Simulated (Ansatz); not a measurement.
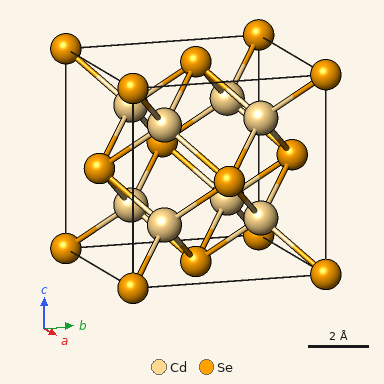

The image is a ball-and-stick drawing of a crystal, viewed slightly off an axis. The conventional unit cell is drawn as a box. Cell: a = 6.92 Å, b = 6.92 Å, c = 6.92 Å, α = 90.00°, β = 90.00°, γ = 90.00°.

The cell started as a structure type filled with these elements by a generator (whether the compound takes this form wasn't checked). Earlier steps of the study may have refined or changed the cell and positions. A calculation with Ansatz used it as input.

Question: In words:

Answer: The material is Cd2Se. The atoms follow space group Fm-3m (No. 225); the Bravais lattice is face-centred cubic. In terms of structure types, this is antifluorite. There are 12 atoms in the cell: 8 Cd, 4 Se. About every Cd there are four Se in a tetrahedral arrangement at about 3.0 Å. The Se atoms are each bonded to eight Cd in a cubic arrangement at about 3.0 Å. The bonds build a three-dimensional framework.

Run with DFT PBE, scalar-relativistic, plane waves, PAW in Ansatz 0.2.0 and these settings: wavefunction cutoff 420 eV, k-points about 0.13 Å⁻¹ apart, Gaussian smearing of 0.1 eV, no spin polarisation.

Question: What is the electronic character?

Answer: A metal: bands cross the Fermi level.

Question: List the Bader charges.

Answer: Cd +0.35 e; Se -0.69 e.

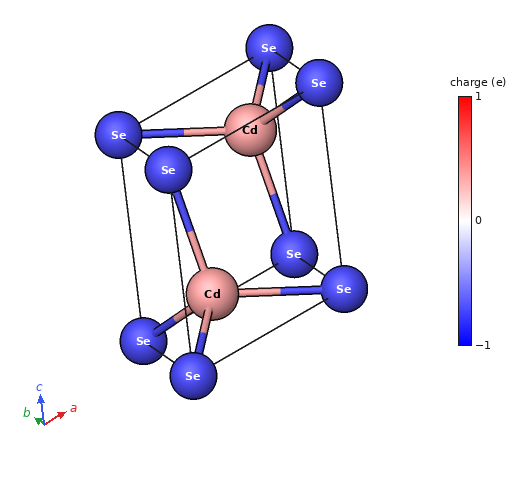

The atoms coloured by those charges. The run's cell of 3 atoms is drawn, so axes and origin can differ from the first picture.

Question: Is the structure relaxed at this level of theory?

Answer: Yes. All forces vanish to within 0.01 eV/Å. The pressure is 0.0 GPa, close to zero.
